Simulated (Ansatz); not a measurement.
# RbBr: what the fields show

The calculation's input:

```
crystal:
  lattice:
    - [4.1260773, 0.0, 0.0]
    - [0.0, 4.1260773, 0.0]
    - [0.0, 0.0, 4.1260773]
  atoms:
    - { symbol: Rb, position: [0.0, 0.0, 0.0] }
    - { symbol: Br, position: [0.5, 0.5, 0.5] }
basis:
  ecutwfc: 420
kpoints:
  mp_grid: { grid: [6, 6, 6] }
hamiltonian:
  xc: pbe
scf:
  occupations: { method: gaussian, width: 0.02 }
output:
  forces: true
  stress: true
  eigenvalues: true
  write_density: true
  write_potential: true
  elf: true
  volumetric_format: npy
relax:
  adjacent_minimum: "off"
  f_tol: 0.005
  max_steps: 80
  cell: { stress_tol: 0.05 }
```

Run with:

```sh
ansatz run input.yaml --threads 1 --pin off --max-ram 2560MiB --backend cpu --events-out ev --progress --plain --runs-dir out
```

Below, planes, directions and counts refer to the conventional cell (a = 4.19 Å, b = 4.19 Å, c = 4.19 Å, α = 90.00°, β = 90.00°, γ = 90.00°).

The fields are those of the relaxed geometry.

Space group Pm-3m; a structure from a database of computed crystals, not necessarily the ambient phase.

Theory: Ansatz, DFT PBE, scalar-relativistic, plane waves, PAW.

In a PAW calculation such maps are meaningful between the atoms, not at the nuclei.

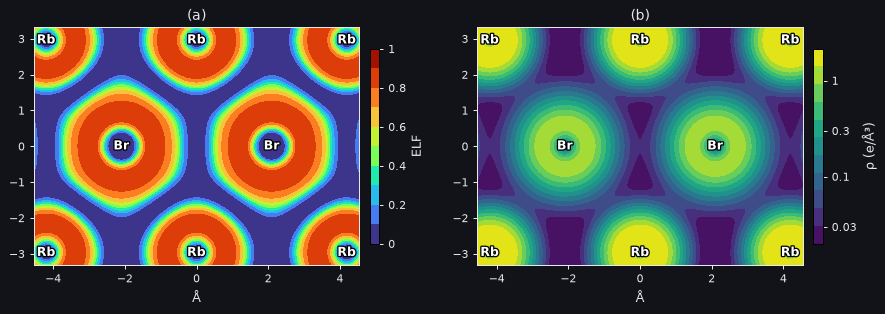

Figure 1. (a) electron localisation function; (b) valence electron density on the (011) plane of the conventional cell.

Read the bonding off the picture.

Atoms in the plane: Rb and Br. Rb–Br (3.63 Å): ρ is about 0.06 e/Å³ halfway; the ELF is about 0.05 at the midpoint (a largely ionic contact). Between the atoms the lowest density in this plane is 0.01 e/Å³. The features right at Rb lie inside the PAW spheres, where the map follows smoothed inner orbitals and isn't to be read closely.

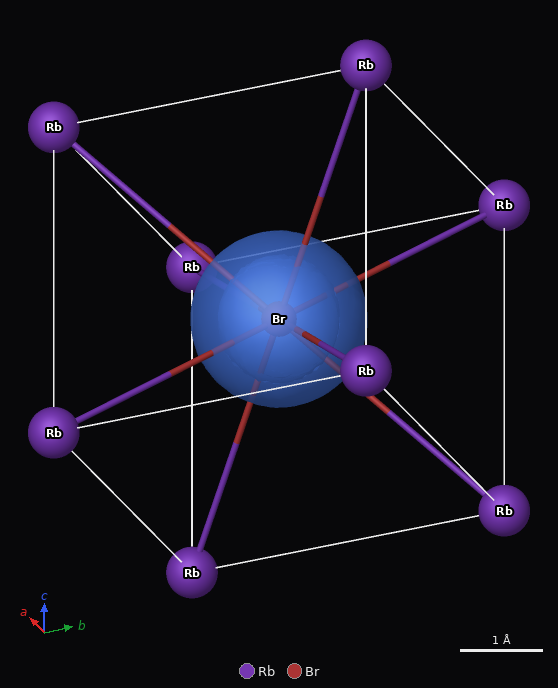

Figure 2. Isosurface of the ELF at 0.85 (blue), seen at an oblique angle. Only the valence region is drawn (cores and ρ < 0.01 e/Å³ removed). Sticks mark near contacts.

Where are the electrons localised?

At this value the surface marks out one region wrapped around Br (its valence shell), counted in one cell of 2 atoms. Regions shared between cells count once.

Does the calculation make it a metal, or give it a gap?

It is gapped, with a Kohn–Sham gap of 3.9 eV on the k-point mesh (the band edges may lie off the mesh, which would make the gap smaller).
